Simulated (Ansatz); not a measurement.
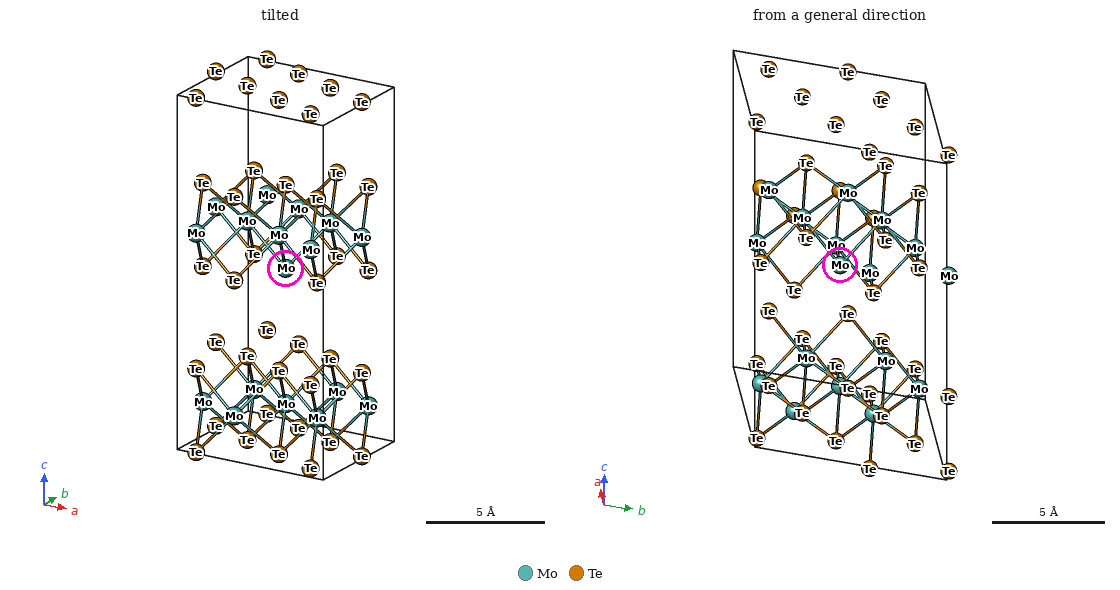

We look at a ball-and-stick model of the crystal slightly off an axis and from a general direction. The edges of the supercell are marked. The host is Te$_{2}$Mo, in a cell of 42 sites, and the cell is neutral. A ring marks the defect's site.

> What kind of defect was put in?

Molybdenum on a tellurium site (an antisite). It is bonded to three Mo in a trigonal pyramidal arrangement at about 2.7 Å.

Starting structure: a structure listed in the Materials Project, repeated into a supercell with a point defect put in. Earlier steps of the study, as a rule a relaxation of our own, may have changed the cell and positions, so they can lie some per cent off the listed ones. It was set up as input for a calculation with Ansatz.
